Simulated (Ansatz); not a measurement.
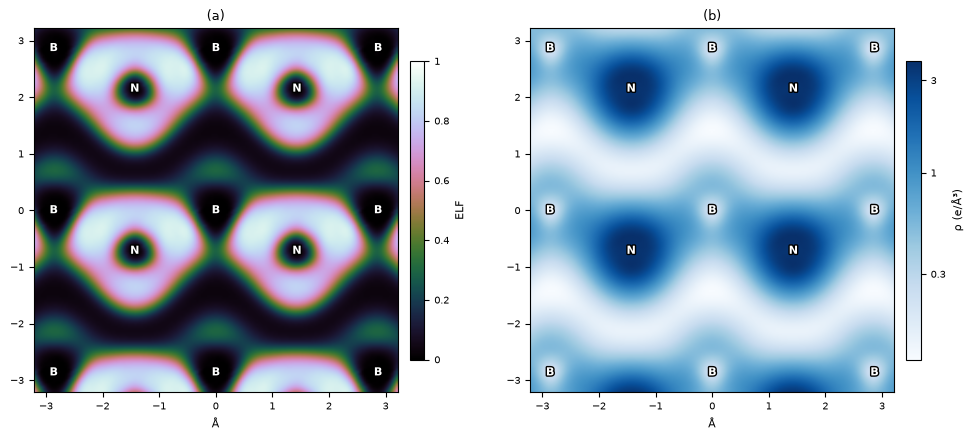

BN. (a) ELF; (b) valence electron density on the (100) plane of the conventional cell.

Space group I-4m2; a structure from a database of computed crystals, not necessarily the ambient phase; computed pressure about −4 GPa in this cell.

Computed with DFT r2SCAN, scalar-relativistic, plane waves, PAW in Ansatz 0.2.0.

Core electrons are frozen (PAW), and the valence fields are smoothed inside the atomic spheres.

> Describe what can be read from this map.

- The section cuts through B and N sites.
- B–N (1.60 Å): ρ is about 1.3 e/Å³ halfway; the ELF peaks at about 0.90 between the atoms; a shared but strongly polarised pair.
- Between the atoms the lowest density in this plane is 0.11 e/Å³.
